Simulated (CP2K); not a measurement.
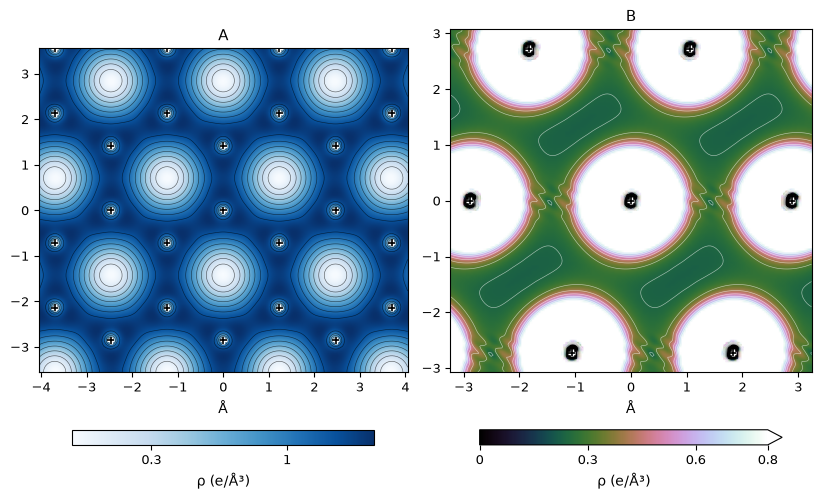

The valence electron density of 2 systems, each on a plane through atoms (crosses mark nuclei in the plane).

Method: Kohn-Sham DFT of a periodic cell, PBEsol, GTH-PBE with UZH-TZVP basis (CP2K).

System 1: Ta, the (11̄0) plane of the conventional cell. Space group P-1; changed on purpose from its base cell (cell strained at random at fixed volume); computed pressure about −4 GPa in this cell.

System 2: C, the (001) plane of the conventional cell. Space group R-3m; a structure from a database of computed crystals, not necessarily the ambient phase.

```
CELL_PARAMETERS angstrom
-0.36191 1.19300 2.12810
0.00000 1.24668 -2.12810
-24.48857 -3.63268 -2.12810
ATOMIC_POSITIONS crystal
C 0.00000 0.00000 0.91283
C 0.33333 0.66667 0.57949
C 0.66667 0.33333 0.24616
C 0.33333 0.66667 0.91282
C 0.66667 0.33333 0.57948
C 0.00000 0.00000 0.24615
C 0.00000 0.00000 0.75385
C 0.33333 0.66667 0.42052
C 0.66667 0.33333 0.08718
C 0.33333 0.66667 0.75384
C 0.66667 0.33333 0.42051
C 0.00000 0.00000 0.08717
```

Question: Match each panel to its system.

Answer: Panel A is system 2, C: the plane holds C. C–C (1.42 Å): ρ at the midpoint is about 1.9 e/Å³. Panel B is system 1, Ta: the plane holds Ta. Ta–Ta (2.89 Å): ρ at the midpoint is about 0.24 e/Å³.
